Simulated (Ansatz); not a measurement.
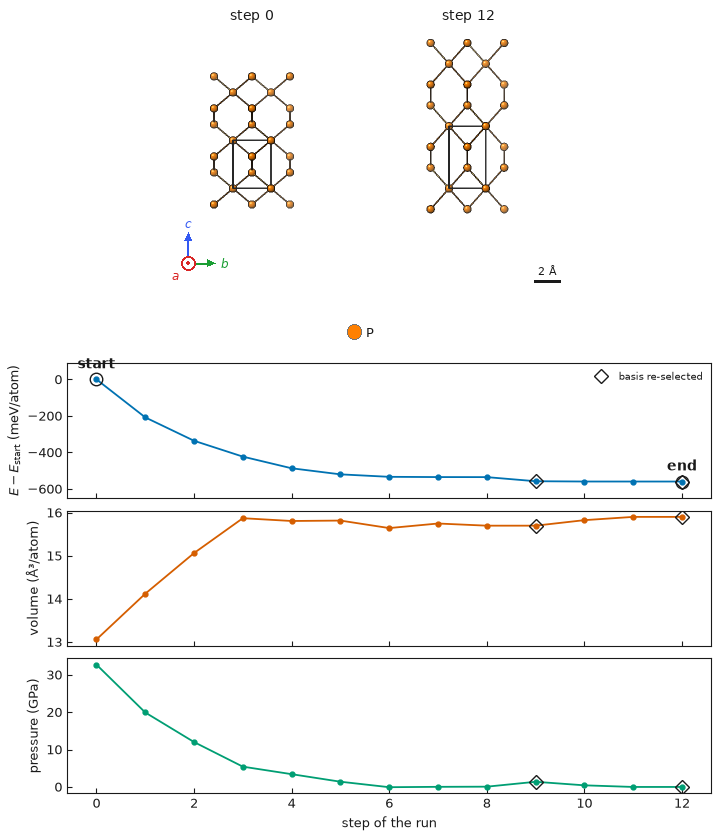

First and last geometry of a relaxation of crystalline P (a generated structure, set up in P6_422) (coarse preliminary run), with the history of the run. Style: ball-and-stick. Shown: the cell of the calculation, repeated 1 × 1 × 2 with one cell outlined, along the a axis.

Theory: DFT PBE, scalar-relativistic, plane waves, PAW (Ansatz). Set-up: plane-wave cutoff 420 eV; k-point mesh 6 × 6 × 4; occupations gaussian; smearing width 0.1 eV; no spin polarisation; cell and atoms relaxed; force threshold 0.04 eV/Å; at most 70 steps.

> Did the run converge, and what did it change?

It converged. The atoms keep their places relative to the cell (all moves are under 0.005 Å). The volume changes by +21.8 %, with a = b 3.457 → 3.348 Å (−3.2 %), c 3.785 → 4.915 Å (+29.8 %). Near-neighbour distances that change, for instance: P–P 2.140 → 2.342 Å. Bond angles that change, for instance: P–P–P 107.7° → 91.2°, P–P–P 91.2° → 103.5°, P–P–P 132.4° → 138.1°. The space group stays P6_422 (No. 181). After 10 accepted moves (12 points after the start) the energy has fallen by 560 meV per atom. All forces vanish by symmetry, so only the cell relaxes. The pressure goes from 32.71 to −0.02 GPa. The SCF was repeated twice at an unchanged geometry on a basis and grid sized afresh for the cell, which shifted the energy by 22.5 meV per atom at most.

```tsv
step	E − E(0), meV/atom	pressure, GPa	volume, Å³/atom	note
0	0.00	32.71	13.058	
1	-208.18	19.91	14.119	
2	-336.38	12.00	15.062	
3	-423.18	5.41	15.871	
4	-487.08	3.40	15.806	
5	-520.37	1.38	15.816	
6	-533.92	-0.09	15.642	
7	-535.27	0.01	15.748	
8	-535.53	0.05	15.698	
9	-558.04	1.36	15.698	same geometry, new basis
10	-559.62	0.41	15.825	
11	-559.71	-0.02	15.901	
12	-559.75	-0.02	15.901	same geometry, new basis
```

Limits of the set-up: the k-point mesh is coarse for a cell with partly filled bands.
